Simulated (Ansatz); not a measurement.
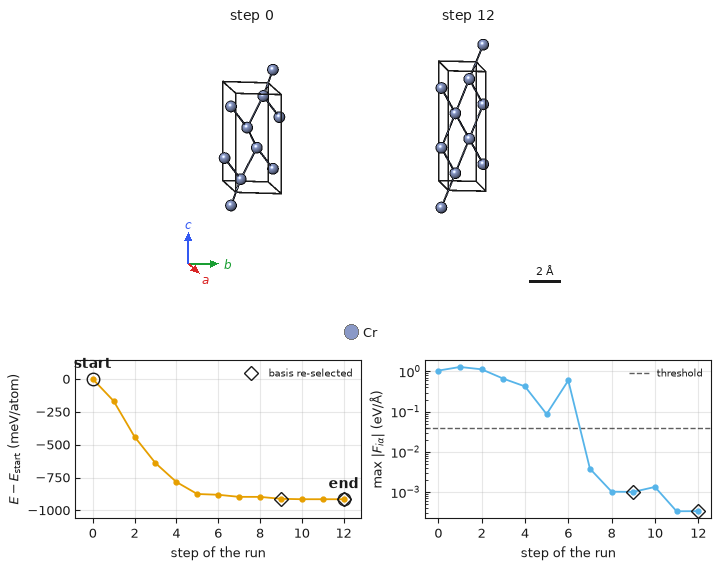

First and last geometry of a relaxation of crystalline Cr (built on the iodine_64 type) (coarse preliminary run), with the history of the run. A ball-and-stick model of the cell of the calculation, seen slightly off an axis.

Case: iodine type (Cmce, No. 64).

Computed with DFT PBE, scalar-relativistic, plane waves, PAW in Ansatz.

Input file:
```yaml
crystal:
  lattice:
    - [2.4883407319, -1.6446028683, 0.0]
    - [2.4883407319, 1.6446028683, 0.0]
    - [0.0, 0.0, 6.7087449643]
  atoms:
    - { symbol: Cr, position: [0.85, 0.15, 0.117] }
    - { symbol: Cr, position: [0.65, 0.35, 0.617] }
    - { symbol: Cr, position: [0.15, 0.85, 0.883] }
    - { symbol: Cr, position: [0.35, 0.65, 0.383] }
basis:
  ecutwfc: 420
kpoints:
  mp_grid: { grid: [6, 6, 4] }
hamiltonian:
  xc: pbe
scf:
  occupations: { method: gaussian, width: 0.1 }
  lower_state_search: "off"
output:
  forces: true
  stress: true
  eigenvalues: true
relax:
  adjacent_minimum: "off"
  f_tol: 0.04
  max_steps: 70
  cell: { stress_tol: 0.4 }
```

What do the curves and the structures tell?

It converged. Over 10 accepted moves (12 points after the start) the energy falls by 915 meV per atom. The largest force component goes from 1.1 to 0.00034 eV/Å. Pressure: −9.00 GPa at the start and −0.02 GPa at the end. At 2 points the geometry stayed and the basis and grid were re-selected for the new cell (energy shift of 14.7 meV per atom at most each time). The largest moves relative to the cell, 0.29 Å, are those of Cr1, Cr2, Cr3 and Cr4. Cr1 goes roughly along [−1 1 0]. The volume changes by −16.1 %, with a = b 2.983 → 2.456 Å (−17.7 %), c 6.709 → 8.095 Å (+20.7 %), γ 66.9° → 70.7°. Among the contacts that change: Cr1–Cr3 1.854 → 2.472 Å, Cr1–Cr1 2.983 → 2.456 Å, Cr1–Cr3 (another image) 2.787 → 2.473 Å, Cr1–Cr4 2.427 → 2.473 Å. Bond angles that change, for instance: Cr4–Cr1–Cr4 85.3° → 70.1°, Cr3–Cr1–Cr4 169.5° → 180.0°, Cr3–Cr1–Cr4 105.2° → 109.9°. The space group (tolerance 0.01 Å) goes from Cmce (No. 64) to Fmmm (No. 69).

```csv
step,"E − E(0), meV/atom","largest force component, eV/Å","pressure, GPa","volume, Å³/atom",note
0,0.00,1.0524,-9.00,13.727,
1,-167.33,1.2942,-4.78,12.995,
2,-439.36,1.1329,-7.66,12.540,
3,-639.96,0.6637,1.09,11.773,
4,-783.72,0.4262,2.79,11.522,
5,-875.59,0.0872,2.40,11.415,
6,-881.27,0.5972,-0.48,11.476,
7,-897.26,0.0038,0.18,11.438,
8,-897.45,0.0010,-0.11,11.441,
9,-912.14,0.0010,1.92,11.441,"same geometry, new basis"
10,-915.27,0.0013,-0.34,11.534,
11,-915.31,0.0003,-0.03,11.520,
12,-915.37,0.0003,-0.02,11.520,"same geometry, new basis"
```
